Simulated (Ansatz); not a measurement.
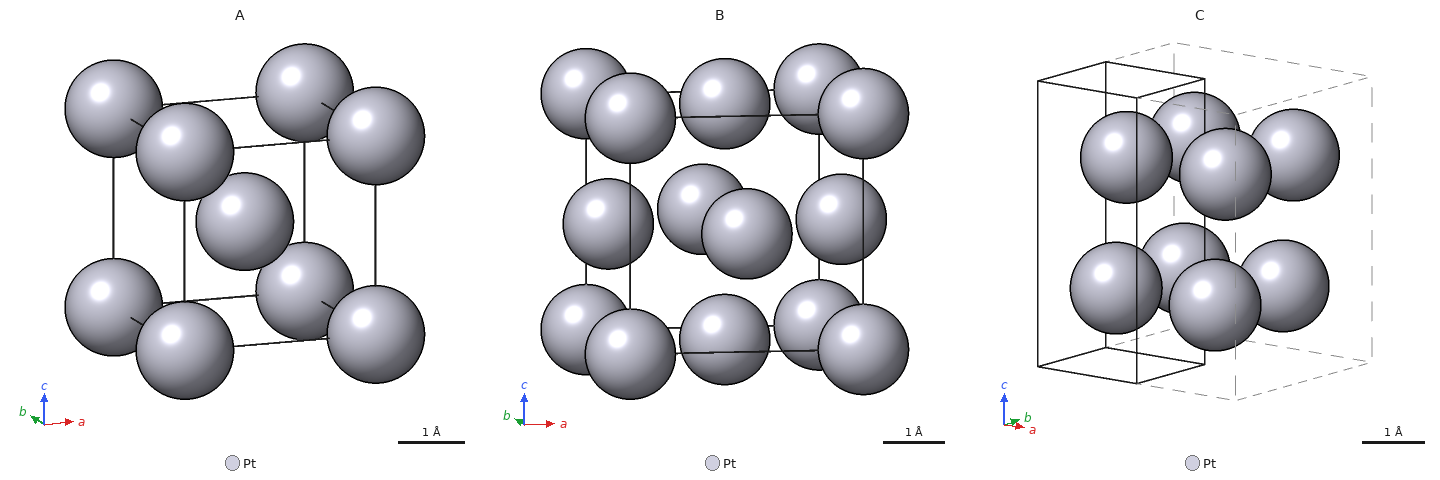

Three structures of Pt, each relaxed (cell and atoms) at zero pressure; conventional cells in solid outline, small ones repeated, each panel with its own scale. Alike in all runs: Ansatz 0.2.0; functional PBEsol; potentials all-electron LAPW, scalar-relativistic; basis error allowed 0.001 eV/atom; occupations fermi-dirac, width 0.05 eV; no spin polarisation; no spin-orbit coupling. The k meshes have like spacings.

> Give the type and space group of each panel.

A: body-centred cubic (W type), Im-3m; B: face-centred cubic (Cu type), Fm-3m; C: hexagonal close-packed (Mg type), P6₃/mmc.

> Rank them by energy, lowest first.

B, then C (+71 meV/atom) and A (+99 meV/atom), static energies at zero smearing.

> Collect the results in a table.

| panel | space group | E − E(lowest) (meV/atom) | volume (Å³/atom) |
| --- | --- | --- | --- |
| B | Fm-3m | 0 | 15.0 |
| C | P6₃/mmc | 71 | 15.1 |
| A | Im-3m | 99 | 15.2 |

The starts are database entries or structure types tried for this composition, and the most stable form need not be among them.

Caveat: spin-orbit coupling is left out, which matters for Pt, if less for volumes and forces than for levels.
